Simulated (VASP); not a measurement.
**GW on GaP**

How does the gap of GaP change from the starting functional to GW? The cell is of the zinc-blende type, one of the forms listed for this formula. The start is a cell from a database of measured crystal structures.

Method: PBE, spin-orbit coupling; plane waves and PAW (Ga_d_GW, P_GW), in the first sound run; inputs show where later runs differ, in VASP 6.6.1.

### Step 1. The starting structure

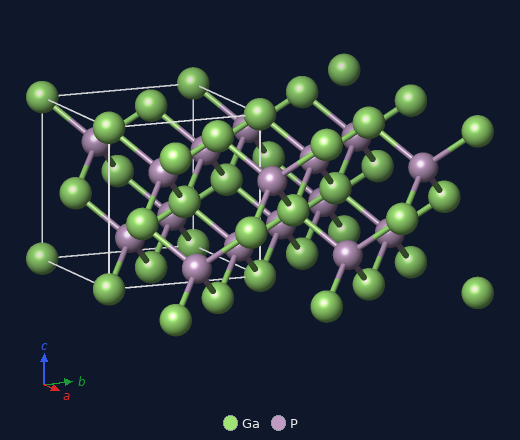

Start, viewed slightly off an axis; gallium green, phosphorus pink. 2×2×1 cells are drawn. This picture shows the conventional cell, with its axes. Bonds to atoms that aren't drawn are left out. Some periodic images of atoms are drawn too.

Coordinates:

```xyz
2
Lattice="0.0000 2.7252 2.7252 2.7252 0.0000 2.7252 2.7252 2.7252 0.0000" Properties=species:S:1:pos:R:3 pbc="T T T"
Ga    0.0000    0.0000    0.0000
P     1.3626    1.3626    1.3626
```

### Step 2. Ground state

The orbitals come from a self-consistent PBE run with a tight EDIFF and a narrow smearing. KPOINTS_OPT adds the bands along a path, which shows whether the mesh holds the band edges.

Input file INCAR:

```
SYSTEM = GaP
PREC = Accurate
ENCUT = 430
EDIFF = 1E-08
NELM = 100
ISMEAR = 0
SIGMA = 0.01
LREAL = .FALSE.
ALGO = Normal
GGA = PE
LNONCOLLINEAR = .TRUE.
MAGMOM = 0 0 0 0 0 0
NBANDS = 30
GGA_COMPAT = .FALSE.
LASPH = .TRUE.
LSORBIT = .TRUE.
LORBIT = 11
LWAVE = .TRUE.
LCHARG = .FALSE.
KPAR = 8
```

Input file POSCAR:

```
GaP
1.0
    0.0000000000      2.7252500000      2.7252500000
    2.7252500000      0.0000000000      2.7252500000
    2.7252500000      2.7252500000      0.0000000000
Ga P
1 1
Direct
    0.0000000000      0.0000000000      0.0000000000
    0.2500000000      0.2500000000      0.2500000000
```

Input file KPOINTS:

```
Automatic mesh
0
Gamma
4 4 4
0 0 0
```

Input file KPOINTS_OPT:

```
Line mode
12
Line-mode
Reciprocal
  0.00000000   0.00000000   0.00000000 GAMMA
  0.50000000   0.00000000   0.50000000 X

  0.50000000   0.00000000   0.50000000 X
  0.50000000   0.25000000   0.75000000 W

  0.50000000   0.25000000   0.75000000 W
  0.37500000   0.37500000   0.75000000 K

  0.37500000   0.37500000   0.75000000 K
  0.00000000   0.00000000   0.00000000 GAMMA

  0.00000000   0.00000000   0.00000000 GAMMA
  0.50000000   0.50000000   0.50000000 L

  0.50000000   0.50000000   0.50000000 L
  0.62500000   0.25000000   0.62500000 U

  0.62500000   0.25000000   0.62500000 U
  0.50000000   0.25000000   0.75000000 W

  0.50000000   0.25000000   0.75000000 W
  0.50000000   0.50000000   0.50000000 L

  0.50000000   0.50000000   0.50000000 L
  0.37500000   0.37500000   0.75000000 K

  0.62500000   0.25000000   0.62500000 U
  0.50000000   0.00000000   0.50000000 X
```

PAW data sets: Ga_d_GW and P_GW (PBE family, release 64).

Command:

```console
mpirun -np 8 vasp_ncl
```

Output:

```text
[banner, memory and clock lines left out]
running    8 mpi-ranks, on    1 nodes
 distrk:  each k-point on    1 cores,    8 groups
 distr:  one band on    1 cores,    1 groups

 POSCAR found type information on POSCAR GaP
 POSCAR found :  2 types and       2 ions
|                                                                             |
|           W    W    AA    RRRRR   N    N  II  N    N   GGGG   !!!           |
|           W    W   A  A   R    R  NN   N  II  NN   N  G    G  !!!           |
|           W    W  A    A  R    R  N N  N  II  N N  N  G       !!!           |
|           W WW W  AAAAAA  RRRRR   N  N N  II  N  N N  G  GGG   !            |
|           WW  WW  A    A  R   R   N   NN  II  N   NN  G    G                |
|           W    W  A    A  R    R  N    N  II  N    N   GGGG   !!!           |
|                                                                             |
|     For optimal performance we recommend to set                             |
|       NCORE = 2 up to number-of-cores-per-socket                            |
|     NCORE specifies how many cores store one orbital (NPAR=cpu/NCORE).      |
|     This setting can greatly improve the performance of VASP for DFT.       |
|     The default, NCORE=1 might be grossly inefficient on modern             |
|     multi-core architectures or massively parallel machines. Do your        |
|     Unfortunately you need to use the default for GW and RPA                |
|     calculations (for HF NCORE is supported but not extensively tested      |
|     yet).                                                                   |
|                                                                             |

 LDA part: xc-table for (Slater+PW92), standard interpolation
 POSCAR, INCAR and KPOINTS ok, starting setup
 FFT: planning ... GRIDC
 FFT: planning ... GRID_SOFT
 FFT: planning ... GRID
 WAVECAR not read
 entering main loop
       N       E                     dE             d eps       ncg     rms          rms(c)
DAV:   1     0.160250976002E+03    0.16025E+03   -0.84735E+03   646   0.135E+03
DAV:   2     0.112238948086E+02   -0.14903E+03   -0.14346E+03   614   0.378E+02
DAV:   3    -0.824961549216E+01   -0.19474E+02   -0.19105E+02   788   0.178E+02
DAV:   4    -0.922678036422E+01   -0.97716E+00   -0.97499E+00   856   0.429E+01
DAV:   5    -0.927390137643E+01   -0.47121E-01   -0.47111E-01   986   0.776E+00    0.488E+00
DAV:   6    -0.899594219639E+01    0.27796E+00   -0.41247E-01   946   0.149E+01    0.272E+00
DAV:   7    -0.896551561301E+01    0.30427E-01   -0.16222E-01   818   0.330E+00    0.103E+00
DAV:   8    -0.896598002093E+01   -0.46441E-03   -0.98570E-03   884   0.112E+00    0.153E-01
DAV:   9    -0.896651495838E+01   -0.53494E-03   -0.12096E-03   866   0.529E-01    0.555E-02
DAV:  10    -0.896669715314E+01   -0.18219E-03   -0.13407E-04   726   0.950E-02    0.370E-02
DAV:  11    -0.896672710081E+01   -0.29948E-04   -0.32267E-05   916   0.421E-02    0.631E-03
DAV:  12    -0.896672923495E+01   -0.21341E-05   -0.32540E-06   852   0.118E-02    0.201E-03
DAV:  13    -0.896672964202E+01   -0.40707E-06   -0.77306E-07   710   0.555E-03    0.684E-04
DAV:  14    -0.896672960214E+01    0.39879E-07   -0.29692E-08   744   0.145E-03    0.183E-04
DAV:  15    -0.896672959700E+01    0.51396E-08   -0.27524E-09   484   0.534E-04
   1 F= -.89667296E+01 E0= -.89667296E+01  d E =-.653595E-40  mag=    -0.0000     0.0000     0.0000
 Start KPOINTS_OPT (optional k-point list driver)
k-point batch [1-10\120]
       N       E                     dE             ncg
DAV:   1     0.751591350993E+03   -0.13543E+04      624
DAV:   2    -0.768568068748E+03   -0.15202E+04      644
DAV:   3    -0.992358077307E+03   -0.22379E+03      808
DAV:   4    -0.100352432396E+04   -0.11166E+02      808
DAV:   5    -0.100415313259E+04   -0.62881E+00      976
DAV:   6    -0.100416452523E+04   -0.11393E-01      896
DAV:   7    -0.100416532624E+04   -0.80101E-03      990
DAV:   8    -0.100416534264E+04   -0.16402E-04      882
DAV:   9    -0.100416534368E+04   -0.10339E-05      918
DAV:  10    -0.100416534375E+04   -0.69892E-07      842
DAV:  11    -0.100416534375E+04   -0.52198E-08      586
[...]
k-point batch [111-120\120]
       N       E                     dE             ncg
DAV:   1     0.568749920812E+03   -0.54700E+04      664
DAV:   2    -0.900604223935E+03   -0.14694E+04      632
DAV:   3    -0.109301925951E+04   -0.19242E+03      784
DAV:   4    -0.110190160656E+04   -0.88823E+01      936
DAV:   5    -0.110222758113E+04   -0.32597E+00      958
DAV:   6    -0.110223520946E+04   -0.76283E-02     1058
DAV:   7    -0.110223538624E+04   -0.17678E-03      942
DAV:   8    -0.110223539138E+04   -0.51419E-05      988
DAV:   9    -0.110223539166E+04   -0.27749E-06      936
DAV:  10    -0.110223539167E+04   -0.15179E-07      802
DAV:  11    -0.110223539167E+04   -0.12415E-09      610
 writing wavefunctions
```

Run time: 39 s. Hardware: 8 MPI ranks of AMD EPYC 9R45, shared host; peak memory 1.9 GiB; 5.1 min of CPU time.

The logs omit lines about the potential files and the build; timing stands in the text.

From OUTCAR (step 2):

```text
ion  position               nearest neighbor table
   1  0.000  0.000  0.000-   2 2.36   2 2.36   2 2.36   2 2.36
   2  0.250  0.250  0.250-   1 2.36   1 2.36   1 2.36   1 2.36

  LATTYP: Found a face centered cubic cell.
 ALAT       =     5.4505000000

 Subroutine GETGRP returns: Found 24 space group operations
 (whereof 24 operations were pure point group operations)

The static configuration has the point symmetry T_d .

 Found     10 irreducible k-points:

   k-points           NKPTS =     10   k-points in BZ     NKDIM =     10   number of bands    NBANDS=     30

   dimension x,y,z NGX =    28 NGY =   28 NGZ =   28
   dimension x,y,z NGXF=    56 NGYF=   56 NGZF=   56

   ENCUT  =  430.0 eV  31.60 Ry    5.62 a.u.   6.52  6.52  6.52*2*pi/ulx,y,z

   NELECT =      18.0000    total number of electrons

 k-points in reciprocal lattice and weights: Automatic mesh
   0.00000000  0.00000000  0.00000000       0.016
   0.25000000  0.00000000  0.00000000       0.062
  -0.25000000  0.00000000  0.00000000       0.062
   0.50000000  0.00000000  0.00000000       0.062
   0.25000000  0.25000000  0.00000000       0.094
   0.50000000  0.25000000  0.00000000       0.188
   0.50000000 -0.25000000  0.00000000       0.188
  -0.25000000  0.25000000  0.00000000       0.188
   0.50000000  0.50000000  0.00000000       0.047
  -0.25000000  0.50000000  0.25000000       0.094

 average (electrostatic) potential at core
       1 -65.6683       2 -74.7310

 E-fermi :   4.5231

 k-point     1 :       0.0000    0.0000    0.0000
  band No.  band energies     occupation
    ...
     14       4.3483      1.00000
     15       4.4316      1.00000
     16       4.4316      1.00000
     17       4.4316      1.00000
     18       4.4316      1.00000
     19       6.2200      0.00000
     20       6.2200      0.00000
     21       8.1493      0.00000
     22       8.1493      0.00000
     23       8.3174      0.00000
    ...

 k-point     2 :       0.2500    0.0000    0.0000
  band No.  band energies     occupation
    ...
     14       0.5164      1.00000
     15       3.7054      1.00000
     16       3.7054      1.00000
     17       3.7670      1.00000
     18       3.7714      1.00000
     19       6.5433      0.00000
     20       6.5433      0.00000
     21       9.0717      0.00000
     22       9.0717      0.00000
     23       9.1647      0.00000
    ...

 k-point     3 :      -0.2500    0.0000    0.0000
  band No.  band energies     occupation
    ...
     14       0.5164      1.00000
     15       3.7054      1.00000
     16       3.7054      1.00000
     17       3.7670      1.00000
     18       3.7714      1.00000
     19       6.5433      0.00000
     20       6.5433      0.00000
     21       9.0717      0.00000
     22       9.0717      0.00000
     23       9.1647      0.00000
    ...

  Total        0.7196789      0.7196789      0.7196789      0.0000000      0.0000000      0.0000000
  in kB       28.4839546     28.4839546     28.4839546      0.0000000      0.0000000      0.0000000
  external PRESSURE =      28.4839546 kB  Pullay stress =       0.0000000 kB

  energy-cutoff  :      430.00
  volume of cell :       40.48
      direct lattice vectors                 reciprocal lattice vectors
     0.000000000  2.725250000  2.725250000    -0.183469406  0.183469406  0.183469406
     2.725250000  0.000000000  2.725250000     0.183469406 -0.183469406  0.183469406
     2.725250000  2.725250000  0.000000000     0.183469406  0.183469406 -0.183469406

 POSITION                                       TOTAL-FORCE (eV/Angst)
 -----------------------------------------------------------------------------------
      0.00000      0.00000      0.00000         0.000000     -0.000000      0.000000
      1.36262      1.36262      1.36262        -0.000000      0.000000     -0.000000
 -----------------------------------------------------------------------------------
    total drift:                                0.000000      0.000000      0.000000

  FREE ENERGIE OF THE ION-ELECTRON SYSTEM (eV)
  ---------------------------------------------------
  free  energy   TOTEN  =        -8.9667295970 eV

  energy  without entropy=       -8.9667295970  energy(sigma->0) =       -8.96672960

 Spin-Orbit-Coupling matrix elements
 Ion:    1  E_soc:     -0.0163879
 Ion:    2  E_soc:     -0.0010272

 total charge
# of ion       s       p       d       tot
------------------------------------------
    1        0.841   0.857   9.966  11.665
    2        1.109   1.750   0.045   2.904
--------------------------------------------------
tot          1.950   2.607  10.011  14.568

 magnetization (x)
# of ion       s       p       d       tot
------------------------------------------
    1        0.000   0.000   0.000   0.000
    2       -0.000  -0.000   0.000  -0.000
--------------------------------------------------
tot          0.000   0.000   0.000   0.000

 magnetization (y)
# of ion       s       p       d       tot
------------------------------------------
    1        0.000   0.000   0.000   0.000
    2       -0.000   0.000   0.000   0.000
--------------------------------------------------
tot          0.000   0.000   0.000   0.000

 magnetization (z)
# of ion       s       p       d       tot
------------------------------------------
    1        0.000   0.000   0.000   0.000
    2       -0.000  -0.000   0.000  -0.000
--------------------------------------------------
tot         -0.000   0.000   0.000   0.000

[... 3 further parts left out ...]
```

LASPH is switched on together with spin-orbit coupling, so the change from the scalar run holds both.

This step gave:

```
free energy (TOTEN)               : -8.967 eV
Fermi energy                      : 4.523 eV
pressure                          : 2.848 GPa
least gap on mesh and path        : 1.546 eV
least direct gap on mesh and path : 1.788 eV
```

The spin moment in the PAW sphere vanishes on all atoms.

On-site spin-orbit energy by atom:

```csv
atom,on-site spin-orbit energy (eV)
Ga1,-0.0164
P2,-0.0010
```

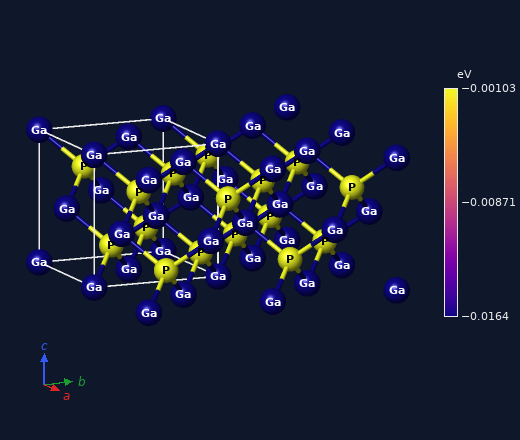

Atoms coloured by on-site spin-orbit energy. Bonds to atoms that aren't drawn are left out. 2×2×1 conventional cells are drawn. Some periodic images of atoms are drawn too.

The highest empty bands on the path are converged less tightly, to about 0.1 eV. The electronic bands at the labelled points (eV, zero at the valence-band top; v1 is the highest filled band, c1 the lowest empty one):

```csv
point,v4,v3,v2,v1,c1,c2,c3,c4
Γ,0.00,0.00,0.00,0.00,1.79,1.79,3.72,3.72
X,-2.73,-2.73,-2.71,-2.71,1.60,1.60,1.78,1.78
W,-3.62,-3.61,-3.49,-3.44,4.66,4.66,4.81,4.84
K,-3.99,-3.97,-2.29,-2.29,2.14,2.14,4.76,4.76
Γ,0.00,0.00,0.00,0.00,1.79,1.79,3.72,3.72
L,-1.19,-1.19,-1.12,-1.12,1.63,1.63,4.63,4.63
U,-3.99,-3.97,-2.29,-2.29,2.14,2.14,4.76,4.76
W,-3.62,-3.61,-3.49,-3.44,4.66,4.66,4.81,4.84
L,-1.19,-1.19,-1.12,-1.12,1.63,1.63,4.63,4.63
K,-3.99,-3.97,-2.29,-2.29,2.14,2.14,4.76,4.76
jump to U,-3.99,-3.97,-2.29,-2.29,2.14,2.14,4.76,4.76
X,-2.73,-2.73,-2.71,-2.71,1.60,1.60,1.78,1.78
```

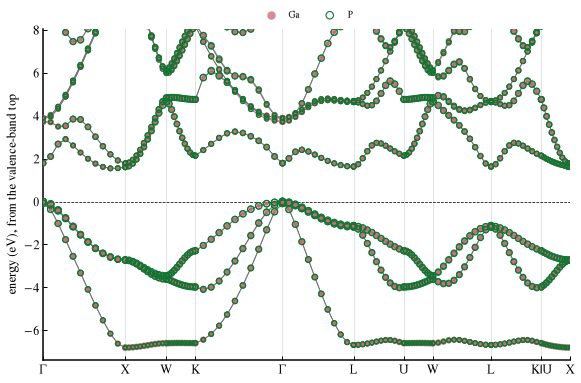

Electronic bands along the path; dots are coloured as in the legend, and their area grows with the weight.

The cell has a gap of 1.55 eV on mesh and path and a pressure of +2.8 GPa, which holds the misfit of the given cell and coordinates with this functional, and any error of cutoff, mesh and data sets.

### Step 3. Empty bands, SOC yes, program vasp ncl

ALGO = Exact makes the empty bands from the converged ground state in one step. LOPTICS writes the k-derivatives of the orbitals (WAVEDER), which give the long-wavelength limit of the screening.

Input file INCAR:

```
SYSTEM = GaP
PREC = Accurate
ENCUT = 430
ISMEAR = 0
SIGMA = 0.01
LREAL = .FALSE.
GGA = PE
LNONCOLLINEAR = .TRUE.
MAGMOM = 0 0 0 0 0 0
NBANDS = 248
GGA_COMPAT = .FALSE.
LASPH = .TRUE.
LSORBIT = .TRUE.
ALGO = Exact
NELM = 1
LWAVE = .TRUE.
LCHARG = .FALSE.
LOPTICS = .TRUE.
NEDOS = 1000
CSHIFT = 0.1
```

POSCAR is that of step 2.

KPOINTS is that of step 2.

Command:

```console
mpirun -np 8 vasp_ncl
```

Output:

```text
[banner, memory and clock lines left out]
running    8 mpi-ranks, on    1 nodes
 distrk:  each k-point on    8 cores,    1 groups
 distr:  one band on    1 cores,    8 groups

 POSCAR found type information on POSCAR GaP
 POSCAR found :  2 types and       2 ions
 [... a notice as in an earlier step ...]

 LDA part: xc-table for (Slater+PW92), standard interpolation
 found WAVECAR, reading the header
  number of bands has changed, file:    30 present:   248
  trying to continue reading WAVECAR, but it might fail
 POSCAR, INCAR and KPOINTS ok, starting setup
 FFT: planning ... GRIDC
 FFT: planning ... GRID_SOFT
 FFT: planning ... GRID
 reading WAVECAR
 random initialization beyond band           30
 the WAVECAR file was read successfully
 initial charge from wavefunction
 entering main loop
       N       E                     dE             d eps       ncg     rms          rms(c)
DIA:   1    -0.896672959723E+01   -0.89667E+01    0.00000E+00     0   0.000E+00
   1 F= -.89667296E+01 E0= -.89667296E+01  d E =-.256328E-87  mag=    -0.0000     0.0000     0.0000
 writing wavefunctions
 optical routines
 imaginary and real dielectric function
 recalculating local potential from charge density
 direction            1
 direction            2
 direction            3
```

It took 16 s on 8 MPI ranks; peak memory 1.8 GiB; 2 min of CPU time.

From OUTCAR (step 3):

```text
The static configuration has the point symmetry T_d .

 Found     10 irreducible k-points:

   k-points           NKPTS =     10   k-points in BZ     NKDIM =     10   number of bands    NBANDS=    248

   NELECT =      18.0000    total number of electrons

 E-fermi :   4.5705

  Total        0.7199324      0.7199324      0.7199324      0.0000000      0.0000000     -0.0000000
  in kB       28.4939888     28.4939888     28.4939888      0.0000000      0.0000000     -0.0000000
  external PRESSURE =      28.4939888 kB  Pullay stress =       0.0000000 kB

 POSITION                                       TOTAL-FORCE (eV/Angst)
 -----------------------------------------------------------------------------------
      0.00000      0.00000      0.00000         0.000000      0.000000      0.000000
      1.36262      1.36262      1.36262        -0.000000     -0.000000     -0.000000
 -----------------------------------------------------------------------------------
    total drift:                                0.000000      0.000000      0.000000

  FREE ENERGIE OF THE ION-ELECTRON SYSTEM (eV)
  ---------------------------------------------------
  free  energy   TOTEN  =        -8.9667295972 eV

  energy  without entropy=       -8.9667295972  energy(sigma->0) =       -8.96672960

 plasma frequency squared (from intraband transitions) (eV^2)
  --------------------------------------------------------------------------------------
       0.000       0.000       0.000
       0.000       0.000      -0.000
       0.000      -0.000       0.000

 Spin-Orbit-Coupling matrix elements
 Ion:    1  E_soc:     -0.0163878
 Ion:    2  E_soc:     -0.0010272

[... 13 parts as in an earlier step ...]

[... 1 further part left out ...]
```

WAVECAR now holds 248 bands for 18 electrons. Its independent-particle dielectric tensor has xx, yy, zz = 19.7, 19.7, 19.7 on this mesh, which isn't tested for convergence in mesh or bands and lacks local fields.

[end of part 1 of 3]

[Lines on the potential files, build, host, timing and source positions are cut from VASP's logs without a mark.]

[Logs are printed without paths, hosts, clocks, repeated set-up lines and the standing remarks that a program may print on its own settings, such as how far it seeks lower states.]

[Hosts, paths, dates, database ids (printed as entryN), source tags and the programs' standing remarks are cut or masked in the printed files.]

[Pressures printed for these runs are not shown converged in the cutoff: they can be off by several GPa and have the wrong sign.]
